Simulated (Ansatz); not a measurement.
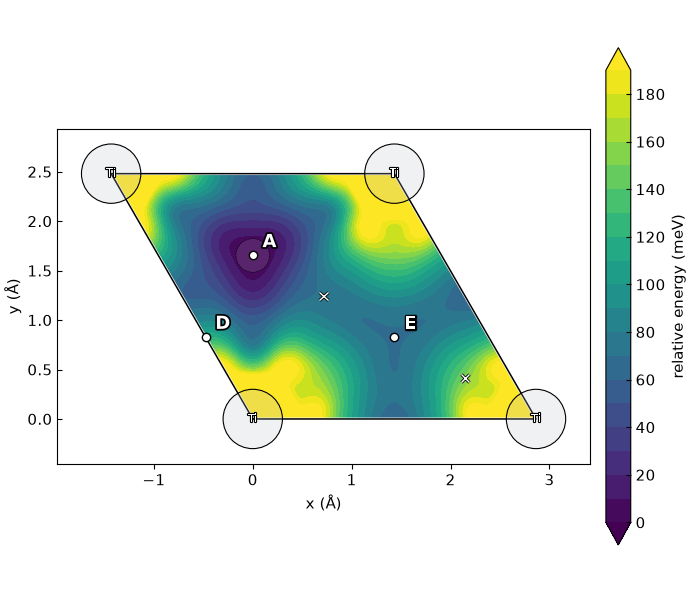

C on a Ti(001) slab cut from the P6_3/mmc phase, its upper half relaxed before the scan (4 atoms of substrate and one adsorbate in a 1 × 1 cell). 
- C is moved over the surface cell; relaxed at each place: the height of the adsorbate's atoms and the top layer of the substrate; the origin of the map has the adsorbate above Ti4.
- Places are given modulo a cell vector. The map is drawn in real space over the plane of the surface.
- Grid: 6 × 6 points; 16 points were computed and 18 follow by symmetry. At 2 points there is no value.
- Energies are in meV, from the lowest grid point.
- With one adsorbate in each 1 × 1 cell, its nearest image is 2.9 Å away, so neighbouring adsorbates interact.
- Computed with Ansatz, DFT LDA, scalar-relativistic, plane waves, PAW. Settings: cutoff 420 eV, k-mesh 9×9×1, gaussian smearing 0.1 eV, no spin polarisation.

Drawn: filled contours, crosses at grid points without a value, labelled circles for the atoms of the top layer and small ones for the second layer, the outline of one cell of the plane, one colour for all values above the top of the scale, lettered points. Between grid points the surface is interpolated.

**Is E the lowest point of the computed grid?**

No. E lies 69 meV above the lowest grid point, which is at a threefold hollow over a second-layer Ti atom, (2/6, 4/6) of the cell vectors. It is a local minimum.

**What kind of point is each of A, E: minimum, saddle, maximum or slope?**

A: minimum; E: minimum. (In these two coordinates alone; a stationary point may lie a little off the grid point.)

**Rank the lettered points by energy, lowest first.**

A (0 meV), E (69 meV), D (117 meV).

PAW datasets: the set soft_1.
